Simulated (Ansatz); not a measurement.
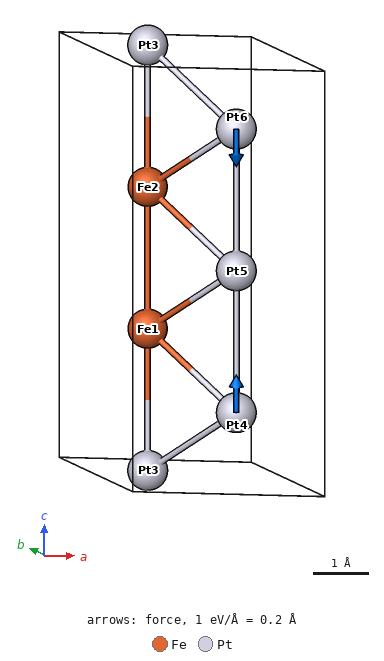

Starting geometry of crystalline FePt₂ (a generated structure, set up in P-6m2) (coarse preliminary run) with the computed forces as blue arrows. The picture is a ball-and-stick view of the cell of the calculation, seen slightly off an axis.

Level of theory: Ansatz, DFT PBE, scalar-relativistic, plane waves, PAW.

The input:
```yaml
crystal:
  lattice:
    - [3.5571282, 0.0, 0.0]
    - [-1.7785641, 3.08056339, 0.0]
    - [0.0, 0.0, 7.94541557]
  atoms:
    - { symbol: Fe, position: [0.33333333, 0.66666667, 0.33333333], spin: 4.0 }
    - { symbol: Fe, position: [0.33333333, 0.66666667, 0.66666667], spin: 4.0 }
    - { symbol: Pt, position: [0.33333333, 0.66666667, 0.0] }
    - { symbol: Pt, position: [0.66666667, 0.33333333, 0.16666667] }
    - { symbol: Pt, position: [0.66666667, 0.33333333, 0.5] }
    - { symbol: Pt, position: [0.66666667, 0.33333333, 0.83333333] }
basis:
  ecutwfc: 420
kpoints:
  mp_grid: { grid: [6, 6, 2] }
hamiltonian:
  xc: pbe
scf:
  occupations: { method: gaussian, width: 0.1 }
  lower_state_search: "off"
output:
  forces: true
  stress: true
  eigenvalues: true
  populations: true
magnetization:
  spin_polarized: true
relax:
  adjacent_minimum: "off"
  f_tol: 0.04
  max_steps: 70
  cell: { stress_tol: 0.4 }
```

Launched with:
```bash
ansatz run input.yaml --threads 4 --pin off --max-ram 8192MiB --backend cpu --events-out ev --progress --plain --runs-dir out
```

What follows when this structure is relaxed?

It isn't relaxed: the largest force vector, on Pt atoms, is 3.63 eV/Å. The atoms end up moving mostly along the starting forces (cosine between the two patterns 0.95). After 4 accepted moves (6 points after the start) the energy has fallen by 441 meV per atom. The largest force component goes from 3.6 to 0.00073 eV/Å. The pressure goes from 46.90 to 0.03 GPa. The SCF was repeated twice at an unchanged geometry on a basis and grid sized afresh for the cell, which shifted the energy by 4.7 meV per atom at most. The largest moves relative to the cell, 0.090 Å, are those of Pt4 and Pt6. Pt4 goes along +c. By element the largest moves are Pt 0.090 Å, Fe 0.030 Å. Cell: a = b 3.557 → 3.877 Å (+9.0 %), c 7.945 → 8.159 Å (+2.7 %). Volume +22.0 %. Among the contacts that change: Pt4–Pt6 2.648 → 2.899 Å, Pt3–Pt4 2.444 → 2.667 Å, Fe1–Pt5 2.444 → 2.635 Å, Fe1–Fe2 2.648 → 2.779 Å. The space group stays P-6m2 (No. 187).

Limits of the set-up: the k-point mesh is coarse for a cell with partly filled bands.
